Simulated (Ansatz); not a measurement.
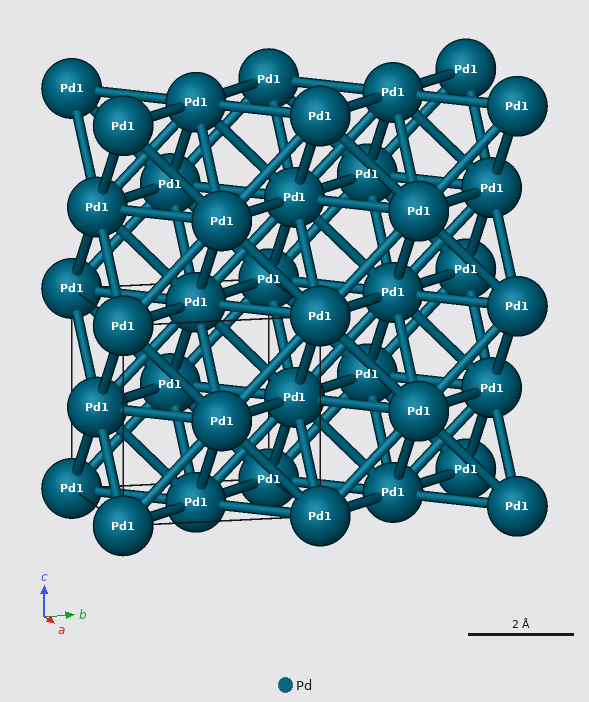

Fig. 1: The input geometry (ball-and-stick view of the cell 4 times as large as that of the calculation, set on its symmetry axes, repeated 1 × 2 × 2, seen slightly off an axis; atoms are numbered from 1 in the order of the input). Near neighbours in the crystal (not all of them lie inside the picture): Pd has 12 Pd at 2.75 Å.

Geometry relaxation of Pd

- system: Pd (Fm-3m, 1 atom in the cell)
- method: DFT r2SCAN, scalar-relativistic, plane waves, PAW, no spin polarisation (Ansatz 0.2.0)

The structure derives from an entry of the Crystallography Open Database. Figures and captions count atoms from 1; the log counts them from 0 in places.

## Log
```
Engine: ansatz 0.2.0, x86_64-unknown-linux-gnu
Pseudopotentials: kind: paw
Pseudopotential: Pd, paw, valence charge 18, recommended cutoff 500 eV (meta_gga), Pd.paw.azcp
Functional definition: r2SCAN
  parameter k0 = 0.174
  parameter k1 = 0.065
  parameter a1 = 4.9479
  exchange = r2scan_x(k0 = k0, k1 = k1, a1 = a1)
  correlation = r2scan_c
Crystal: 1 atoms, lattice volume = 14.750 Å³
Basis set: ecut = 500 eV, 339 PW (Γ), exchange–correlation on 96×96×96 points (64 copies of the dense FFT grid, shifted against one another)
Bands: 13, of which v1, the nominal top of the filled ones, is band 9 counted from 1 (8 counted from 0)
Symmetry: 48 space group operations
Space group: Fm-3m (ITA 225), of the structure as read, at distance tolerance 2.5e-5 Å
k-points: 195 of 5832
Non-local potential: Pd, projectors of the file, l = 0: 2, l = 1: 2, l = 2: 2, l = 3: 1
PAW form: soft (Blöchl's): semilocal exchange-correlation on the pseudo side does not see the compensation charge
PAW frozen core: Pd, regenerated for the run's functional (the file was generated under x = pbe(κ = 0.804, μ = 0.2195149727645171), c = pbe(β = 0.06672455060314922))
PAW one-centre angular grid: Pd, 590 points (default); XC on 160 Gauss nodes
Initial density: superposition of atomic densities (neutral atoms: chi_scale 0, normalization atom), corrected by the library's trained network
Initial wavefunctions: pseudopotential atomic-orbital guess
Functional: x = r2scan, c = r2scan; τ floored in thin density (d = 2e-4 eV/Å³)
SCF iter   1: F=—  HF=-6985.736587 eV  |F-HF|=—  |Δ(HF+E_count)|=         —  Δρ=2.05e-2  dr2=4.45e-2  dr2_τ=9.77e-3  ethr=1.77e-3  ⟨swp⟩=5.2  Hψ=14935  notcnv=0
preconditioner: auto → none  [metal: Δε(μ)=0.017 eV  Ē_g=14.943 eV  σ=0.100 eV  W_gap=0.09  n_scr=8 (ndim 8)  ℏωp=30.6 eV  f_vac=0.000  D(μ)=2.18/eV (n_scr^D=26)  sad-step TF]
SCF iter   2: F=—  HF=-6985.743185 eV  |F-HF|=—  |Δ(HF+E_count)|=   6.60e-3  Δρ=9.16e-3  dr2=4.33e-3  dr2_τ=1.04e-3  ethr=2.47e-4  ⟨swp⟩=1.9  Hψ=4412  notcnv=0
SCF iter   3: F=—  HF=-6985.744882 eV  |F-HF|=—  |Δ(HF+E_count)|=   1.70e-3  Δρ=4.44e-3  dr2=2.61e-3  dr2_τ=1.33e-4  ethr=2.40e-5  ⟨swp⟩=2.0  Hψ=4134  notcnv=0
SCF iter   4: F=—  HF=-6985.744482 eV  |F-HF|=—  |Δ(HF+E_count)|=   4.00e-4  Δρ=9.73e-4  dr2=1.41e-4  dr2_τ=3.98e-6  ethr=1.45e-5  ⟨swp⟩=2.2  Hψ=3333  notcnv=0
SCF iter   5: F=—  HF=-6985.744496 eV  |F-HF|=—  |Δ(HF+E_count)|=   1.37e-5  Δρ=3.65e-4  dr2=1.61e-5  dr2_τ=9.55e-7  ethr=7.82e-7  ⟨swp⟩=2.1  Hψ=3701  notcnv=0
SCF iter   6: F=—  HF=-6985.744499 eV  |F-HF|=—  |Δ(HF+E_count)|=   3.29e-6  Δρ=1.44e-4  dr2=2.66e-6  dr2_τ=9.98e-8  ethr=8.94e-8  ⟨swp⟩=1.4  Hψ=2957  notcnv=0
SCF iter   7: F=—  HF=-6985.744498 eV  |F-HF|=—  |Δ(HF+E_count)|=   5.17e-7  Δρ=4.15e-5  dr2=2.32e-7  dr2_τ=6.93e-9  ethr=1.48e-8  ⟨swp⟩=2.1  Hψ=3643  notcnv=0
SCF iter   8: F=-6985.744498 eV  HF=-6985.744498 eV  |F-HF|=1.05e-8  |Δ(HF+E_count)|=   4.04e-8  Δρ=1.10e-5  dr2=1.58e-8  dr2_τ=5.56e-10  ethr=5.56e-10  ⟨swp⟩=7.2  Hψ=12772  notcnv=0
SCF 1 converged in 8 iterations: F = -6985.744498 eV  dr2 = 1.58e-8
  greatest PAW one-centre occupation: 1.003 electrons in one spin orbital (limit 2), on the Pd atom at site 0 (counted from 0), in its partial waves of l = 0
relax step   1: F+E_penalty+E_count = -6985.74449841 eV  Δ(F+E_penalty+E_count) = +0.000e0 eV  max|allowed force component| = 0.000e0 eV/Å  Δτ_max = 0.0000 Å  P = +2.105 GPa  Ω = 14.750 Å³  (8 SCF iters, dr2 threshold 1.00e-7 eV, accepted)
Crystal: 1 atoms, lattice volume = 15.029 Å³
Basis set: ecut = 500 eV, 387 PW (Γ), exchange–correlation on 96×96×96 points (64 copies of the dense FFT grid, shifted against one another)
Initial density: handed on by an earlier stage of this run
Initial wavefunctions: those handed on with the density
iter 1 solved again at ethr=1.15e-5 eV; its pass at ethr=3.10e-3 eV (dr2=2.07e-3 eV) is discarded
SCF iter   1: F=—  HF=-6985.733648 eV  |F-HF|=—  |Δ(HF+E_count)|=         —  Δρ=3.77e-3  dr2=2.20e-3  dr2_τ=7.73e-3  ethr=1.15e-5  ⟨swp⟩=1.0  Hψ=17159  notcnv=0
preconditioner: auto → none  [metal: Δε(μ)=0.023 eV  Ē_g=14.685 eV  σ=0.100 eV  W_gap=0.13  n_scr=8 (ndim 8)  ℏωp=30.3 eV  f_vac=0.000  D(μ)=2.20/eV (n_scr^D=26)]
SCF iter   2: F=—  HF=-6985.745146 eV  |F-HF|=—  |Δ(HF+E_count)|=   1.15e-2  Δρ=4.08e-3  dr2=2.09e-3  dr2_τ=1.91e-4  ethr=1.15e-5  ⟨swp⟩=2.1  Hψ=3910  notcnv=0
SCF iter   3: F=—  HF=-6985.744574 eV  |F-HF|=—  |Δ(HF+E_count)|=   5.72e-4  Δρ=1.30e-3  dr2=1.72e-4  dr2_τ=1.28e-5  ethr=1.15e-5  ⟨swp⟩=2.3  Hψ=3495  notcnv=0
SCF iter   4: F=—  HF=-6985.744551 eV  |F-HF|=—  |Δ(HF+E_count)|=   2.31e-5  Δρ=6.52e-4  dr2=6.37e-5  dr2_τ=2.45e-6  ethr=9.58e-7  ⟨swp⟩=2.1  Hψ=3951  notcnv=0
SCF iter   5: F=—  HF=-6985.744540 eV  |F-HF|=—  |Δ(HF+E_count)|=   1.07e-5  Δρ=3.58e-4  dr2=1.90e-5  dr2_τ=4.95e-7  ethr=3.54e-7  ⟨swp⟩=1.0  Hψ=2559  notcnv=0
SCF iter   6: F=—  HF=-6985.744537 eV  |F-HF|=—  |Δ(HF+E_count)|=   2.91e-6  Δρ=1.99e-4  dr2=5.84e-6  dr2_τ=1.83e-7  ethr=1.06e-7  ⟨swp⟩=1.0  Hψ=2535  notcnv=0
SCF iter   7: F=—  HF=-6985.744536 eV  |F-HF|=—  |Δ(HF+E_count)|=   9.57e-7  Δρ=1.08e-4  dr2=1.70e-6  dr2_τ=6.14e-8  ethr=3.24e-8  ⟨swp⟩=1.0  Hψ=2535  notcnv=0
SCF iter   8: F=—  HF=-6985.744536 eV  |F-HF|=—  |Δ(HF+E_count)|=   3.68e-7  Δρ=3.30e-5  dr2=1.58e-7  dr2_τ=5.91e-9  ethr=9.47e-9  ⟨swp⟩=2.1  Hψ=3523  notcnv=0
SCF iter   9: F=-6985.744536 eV  HF=-6985.744536 eV  |F-HF|=2.19e-9  |Δ(HF+E_count)|=   3.65e-8  Δρ=4.66e-6  dr2=3.12e-9  dr2_τ=1.08e-10  ethr=5.56e-10  ⟨swp⟩=6.8  Hψ=12146  notcnv=0
SCF 2 converged in 9 iterations: F = -6985.744536 eV  dr2 = 3.12e-9
relax step   2: F+E_penalty+E_count = -6985.74453574 eV  Δ(F+E_penalty+E_count) = -3.733e-5 eV  max|allowed force component| = 0.000e0 eV/Å  Δτ_max = 0.0000 Å  P = -1.422 GPa  Ω = 15.029 Å³  energy of the carried Pulay correction = -4.938e-4 eV  (9 SCF iters, dr2 threshold 1.00e-7 eV, accepted)
Crystal: 1 atoms, lattice volume = 14.915 Å³
iter 1 solved again at ethr=1.74e-6 eV; its pass at ethr=3.10e-3 eV (dr2=3.13e-4 eV) is discarded
SCF iter   1: F=—  HF=-6985.743421 eV  |F-HF|=—  |Δ(HF+E_count)|=         —  Δρ=1.49e-3  dr2=3.43e-4  dr2_τ=1.25e-3  ethr=1.74e-6  ⟨swp⟩=2.2  Hψ=16577  notcnv=0
preconditioner: auto → none  [metal: Δε(μ)=0.023 eV  Ē_g=14.774 eV  σ=0.100 eV  W_gap=0.13  n_scr=8 (ndim 8)  ℏωp=30.4 eV  f_vac=0.000  D(μ)=2.18/eV (n_scr^D=26)]
SCF iter   2: F=—  HF=-6985.745348 eV  |F-HF|=—  |Δ(HF+E_count)|=   1.93e-3  Δρ=1.58e-3  dr2=3.09e-4  dr2_τ=2.83e-5  ethr=1.74e-6  ⟨swp⟩=2.1  Hψ=3882  notcnv=0
SCF iter   3: F=—  HF=-6985.745258 eV  |F-HF|=—  |Δ(HF+E_count)|=   8.94e-5  Δρ=4.92e-4  dr2=2.45e-5  dr2_τ=1.84e-6  ethr=1.72e-6  ⟨swp⟩=2.3  Hψ=3519  notcnv=0
SCF iter   4: F=—  HF=-6985.745258 eV  |F-HF|=—  |Δ(HF+E_count)|=  4.80e-10  Δρ=2.29e-4  dr2=7.85e-6  dr2_τ=2.91e-7  ethr=1.36e-7  ⟨swp⟩=2.2  Hψ=3940  notcnv=0
SCF iter   5: F=—  HF=-6985.745257 eV  |F-HF|=—  |Δ(HF+E_count)|=   1.29e-6  Δρ=1.26e-4  dr2=2.34e-6  dr2_τ=6.08e-8  ethr=4.36e-8  ⟨swp⟩=1.0  Hψ=2535  notcnv=0
SCF iter   6: F=—  HF=-6985.745257 eV  |F-HF|=—  |Δ(HF+E_count)|=   3.47e-7  Δρ=7.04e-5  dr2=7.28e-7  dr2_τ=2.27e-8  ethr=1.30e-8  ⟨swp⟩=1.0  Hψ=2535  notcnv=0
SCF iter   7: F=—  HF=-6985.745257 eV  |F-HF|=—  |Δ(HF+E_count)|=   1.25e-7  Δρ=3.51e-5  dr2=1.79e-7  dr2_τ=6.34e-9  ethr=4.04e-9  ⟨swp⟩=1.0  Hψ=2550  notcnv=0
SCF iter   8: F=-6985.745256 eV  HF=-6985.745256 eV  |F-HF|=9.75e-9  |Δ(HF+E_count)|=   3.84e-8  Δρ=9.81e-6  dr2=1.40e-8  dr2_τ=4.83e-10  ethr=5.56e-10  ⟨swp⟩=6.9  Hψ=12057  notcnv=0
SCF 3 converged in 8 iterations: F = -6985.745256 eV  dr2 = 1.40e-8
relax step   3: F+E_penalty+E_count = -6985.74525648 eV  Δ(F+E_penalty+E_count) = -7.207e-4 eV  max|allowed force component| = 0.000e0 eV/Å  Δτ_max = 0.0000 Å  P = -0.036 GPa  Ω = 14.915 Å³  energy of the carried Pulay correction = -2.936e-4 eV  (8 SCF iters, dr2 threshold 1.00e-7 eV, accepted)
Initial wavefunctions: pseudopotential atomic-orbital guess (no wavefunctions were taken with the density)
iter 1 solved again at ethr=3.85e-8 eV; its pass at ethr=3.10e-3 eV (dr2=6.94e-6 eV) is discarded
SCF iter   1: F=—  HF=-6985.745561 eV  |F-HF|=—  |Δ(HF+E_count)|=         —  Δρ=8.83e-5  dr2=1.18e-7  dr2_τ=5.00e-7  ethr=3.85e-8  ⟨swp⟩=2.3  Hψ=20760  notcnv=0
preconditioner: auto → none  [metal: Δε(μ)=0.024 eV  Ē_g=14.771 eV  σ=0.100 eV  W_gap=0.13  n_scr=8 (ndim 8)  ℏωp=30.4 eV  f_vac=0.000  D(μ)=2.18/eV (n_scr^D=26)]
SCF iter   2: F=—  HF=-6985.745562 eV  |F-HF|=—  |Δ(HF+E_count)|=   8.53e-7  Δρ=4.45e-5  dr2=4.26e-8  dr2_τ=8.84e-8  ethr=6.54e-10  ⟨swp⟩=2.1  Hψ=4019  notcnv=0
SCF iter   3: F=—  HF=-6985.745563 eV  |F-HF|=—  |Δ(HF+E_count)|=   9.13e-7  Δρ=1.96e-5  dr2=6.55e-9  dr2_τ=1.81e-8  ethr=2.37e-10  ⟨swp⟩=2.0  Hψ=3526  notcnv=0
SCF iter   4: F=—  HF=-6985.745563 eV  |F-HF|=—  |Δ(HF+E_count)|=   2.35e-7  Δρ=1.77e-6  dr2=9.16e-11  dr2_τ=1.20e-10  ethr=3.64e-11  ⟨swp⟩=2.0  Hψ=4081  notcnv=0
SCF iter   5: F=-6985.745563 eV  HF=-6985.745563 eV  |F-HF|=1.09e-11  |Δ(HF+E_count)|=   1.57e-9  Δρ=1.93e-7  dr2=2.54e-12  dr2_τ=1.32e-12  ethr=1.00e-12  ⟨swp⟩=5.6  Hψ=9935  notcnv=0
SCF 4 converged in 5 iterations: F = -6985.745563 eV  dr2 = 2.54e-12
relax step   4: F+E_penalty+E_count = -6985.74556343 eV  Δ(F+E_penalty+E_count) = -3.069e-4 eV  max|allowed force component| = 0.000e0 eV/Å  Δτ_max = 0.0000 Å  P = -0.024 GPa  Ω = 14.915 Å³  stress off target by 2.35e-2 GPa  SCF on the basis re-selected at this cell (its energy is not comparable with the rows above)  (5 SCF iters)
```

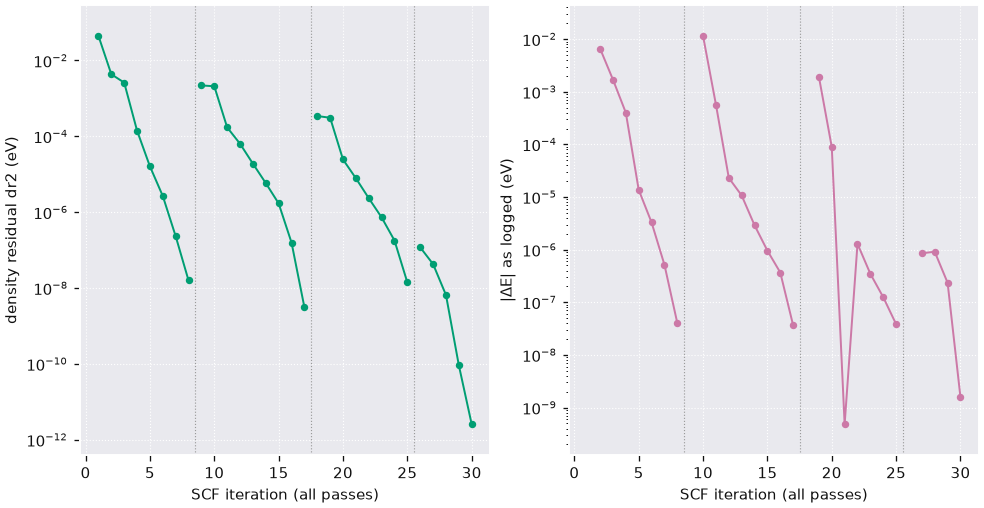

Fig. 2: Convergence of the self-consistent field: density residual dr2 and size of the energy change against the SCF iteration. The dotted lines part the SCF passes of the relaxation: geometry steps, rejected trials and re-solves on a re-selected basis. The passes take 8, 9, 8 and 5 iterations.

```
basis re-selected at this cell: Δ(F+E_penalty+E_count) = -3.069e-4 eV, ΔP = +0.012 GPa vs the last step (what re-selecting the basis moved, of the pressure what is left beyond the Pulay correction that the steps carried, after the strain that the cell walked since its last selection, with what the two solves' SCF thresholds leave and, on support functions, any second-order correction that the steps lacked; it is no measure of the basis error at this ecutwfc). This SCF's stress stands 2.35e-2 GPa from its target on what of the cell is left free (relax.cell.stress_tol is 5.00e-2 GPa) and its largest allowed force component is 0.00e0 eV/Å (relax.f_tol is 5.00e-3 eV/Å): within both
SCF converged after 5 iterations
Free energy (F): -6985.745563 eV
Harris-Foulkes:  -6985.745563 eV  (|F-HF|=1.09e-11)
Internal energy: -6985.734674 eV  (E = F + TS)
E sigma→0 (E₀):  -6985.740119 eV
Entropy (-TS):   -0.010890 eV (-10.890 meV/atom)
Fermi energy:    19.295251 eV
--- Per-component energies (eV) ---
  E_band       = -159.015197
  E_kinetic    = 515.263791
  E_local      = -1768.569371  (includes V_loc(G=0)·N_el)
  E_nonlocal   = 217.693998
  E_hartree    = 719.828995
  E_xc         = -160.260288
  E_vxc        = -232.411591  (∫ρ·V_xc dr)
  E_paw        = -3772.087970  (= ΣΔE_a)
  E_vpaw       = -347.732813  (= ΣTr[D̂ρ^β])
  E_aug_tail   = 0.000105  (compensation charges beyond the density's cutoff)
  E_vtau       = 17.082658  (kinetic-family band-sum trace: ∫τ·v_τ [+ j·A + Jᵃ·Aᵃ] dr)
  E_ewald      = -2737.151845
  E_core_change = -0.452087  (= ΣΔE_core)
  E_smearing   = -0.010890  (= −TS)
  E_closure    = 0.000000  (closes the sum)
  Σ components = -6985.745563   (vs F -6985.745563, Δ=0.00e0)
--- Forces (eV/Å), atoms counted from 1 ---
  atom   1  Pd    -0.00000000    -0.00000000     0.00000000
  max |Σ_I F_I| component: 7.40e-32 eV/Å
--- Stress (GPa, compression-positive) ---
       -0.023544      -0.000000      -0.000000
       -0.000000      -0.023544      -0.000000
       -0.000000      -0.000000      -0.023544
  P = ⅓ Tr σ = -0.0235 GPa (-0.235 kbar)
--- Band table (eV; the first three rows and the last of 195) ---
  k-point 0: bands = ["-67.1078", "-31.7764", "-31.7764", "-31.7764", "12.2542", "16.4390", "16.4390", "16.4390", "18.0130", "18.0130", "37.0600", "41.9213", "41.9213"]
  k-point 1: bands = ["-67.1061", "-31.7893", "-31.7783", "-31.7783", "12.3701", "16.3989", "16.4788", "16.4788", "17.9940", "17.9940", "37.1805", "41.1899", "42.0527"]
  k-point 2: bands = ["-67.1014", "-31.8260", "-31.7835", "-31.7835", "12.7038", "16.3005", "16.5822", "16.5822", "17.9554", "17.9554", "37.4499", "39.6696", "42.4291"]
  k-point 194: bands = ["-67.0343", "-32.0724", "-32.0311", "-31.9352", "14.9079", "15.5475", "16.3082", "17.9867", "19.6003", "27.8917", "29.4285", "30.1790", "31.4862"]
--- Relaxed structure (3 steps of the walk, 3 accepted, 1 SCFs on fresh bases) ---
  F+E_penalty+E_count = -6985.74556343 eV   max|allowed force component| = 0.000e0 eV/Å   (the final SCF, on the basis selected at the relaxed cell)
  cell:  # Å, volume = 14.9150 Å³
    - [1.353458196237891e-34, 1.9537284613313783, 1.9537284613313783]
    - [1.9537284613313783, 3.3438378965877316e-35, 1.9537284613313783]
    - [1.9537284613313783, 1.9537284613313783, 5.095372032895592e-35]
  atoms:
    - { symbol: Pd, position: [0.0, 0.0, 0.0] }
```

## Trajectory as extended XYZ (Å, eV, eV/Å), 4 frames, from step=1 to step=4
```
1
Lattice="0.0000 1.9465 1.9465 1.9465 0.0000 1.9465 1.9465 1.9465 0.0000" Properties=species:S:1:pos:R:3:forces:R:3 step=1 energy=-6985.74450 pressure_GPa=2.10
Pd    0.0000    0.0000    0.0000    0.0000   0.0000   0.0000
1
Lattice="0.0000 1.9587 1.9587 1.9587 0.0000 1.9587 1.9587 1.9587 0.0000" Properties=species:S:1:pos:R:3:forces:R:3 step=2 energy=-6985.74454 pressure_GPa=-1.42
Pd    0.0000    0.0000    0.0000    0.0000   0.0000   0.0000
1
Lattice="0.0000 1.9537 1.9537 1.9537 0.0000 1.9537 1.9537 1.9537 0.0000" Properties=species:S:1:pos:R:3:forces:R:3 step=3 energy=-6985.74526 pressure_GPa=-0.04
Pd    0.0000    0.0000    0.0000    0.0000   0.0000   0.0000
1
Lattice="0.0000 1.9537 1.9537 1.9537 0.0000 1.9537 1.9537 1.9537 0.0000" Properties=species:S:1:pos:R:3:forces:R:3 step=4 energy=-6985.74556 pressure_GPa=-0.02
Pd    0.0000    0.0000    0.0000    0.0000   0.0000   0.0000
```

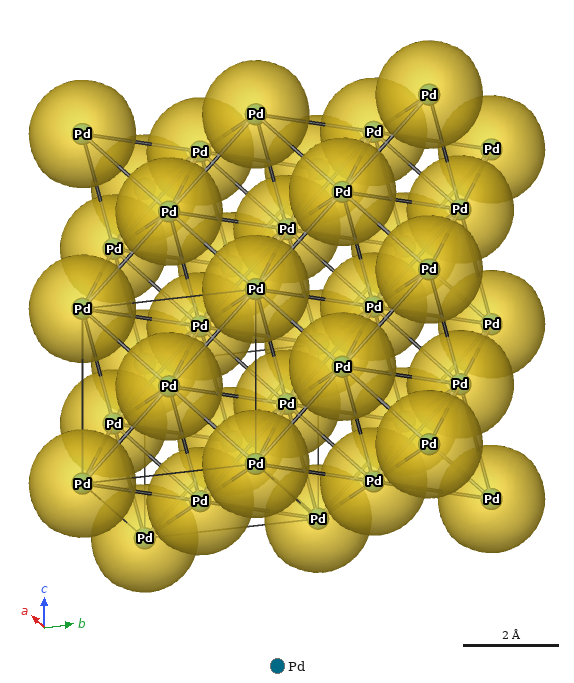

Fig. 3: Isosurface of the valence charge density (pseudo) at 0.4 e/Å³ (yellow), seen at an oblique angle. Sticks mark near contacts. The outline is the cell set on symmetry axes. At this value the density breaks into separate islands; it holds about 90 % of the electrons treated as valence (semicore included). It is pinched off along the Pd–Pd (2.76 Å) contacts. On the grid the lowest density along these lines, outside the cores, is 0.29 e/Å³ (Pd–Pd, 2.76 Å). The fields are those of the smooth PAW valence density.

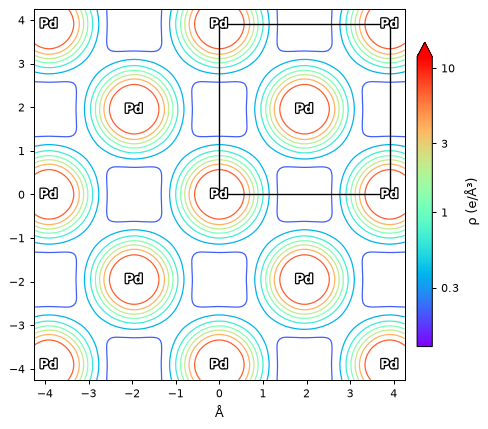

Fig. 4: Valence pseudo-density on the (010) plane of the conventional cell. Pd–Pd (2.76 Å): ρ is about 0.29 e/Å³ halfway. Away from the nuclei the density in this plane falls to 0.12 e/Å³ at its lowest.

This output came from the following input.

## Input file
```yaml
crystal:
  lattice:
    - [0.0, 1.9465, 1.9465]
    - [1.9465, 0.0, 1.9465]
    - [1.9465, 1.9465, 0.0]
  atoms:
    - { symbol: Pd, position: [0.0, 0.0, 0.0] }
basis:
  ecutwfc: 500
kpoints:
  mp_grid: { grid: [18, 18, 18] }
hamiltonian:
  xc: r2scan
scf:
  occupations: { method: gaussian, width: 0.1 }
output:
  forces: true
  stress: true
  eigenvalues: true
  write_density: true
  write_potential: true
  elf: true
  volumetric_format: npy
relax:
  adjacent_minimum: "off"
  f_tol: 0.005
  max_steps: 80
  cell: { stress_tol: 0.05 }
```

Launched with:
```bash
ansatz run input.yaml --threads 2 --pin off --max-ram 5120MiB --backend cpu --events-out ev --progress --plain --runs-dir out
```

## Results in brief

| quantity | value |
| --- | --- |
| outcome | converged |
| space group (tolerance 0.01 Å) | Fm-3m (225) |
| electrons treated | 18 |
| free energy | −6985.7456 eV |
| Fermi energy | 19.295 eV |
| gap on the k-point mesh | none (metallic) |
| pressure | −0.02 GPa |
| final volume | 14.91 Å³ |
| largest force (length of the vector) at the end | under 0.001 eV/Å |
| final cell | a = 2.763 Å, b = 2.763 Å, c = 2.763 Å, α = 60.00°, β = 60.00°, γ = 60.00° |
| hardware | 2 threads of Intel Xeon (Sapphire Rapids), 64 GiB of memory available, shared host |
| wall time | 8.3 s (CPU time 16 s) |
| peak memory | 0.43 GiB |
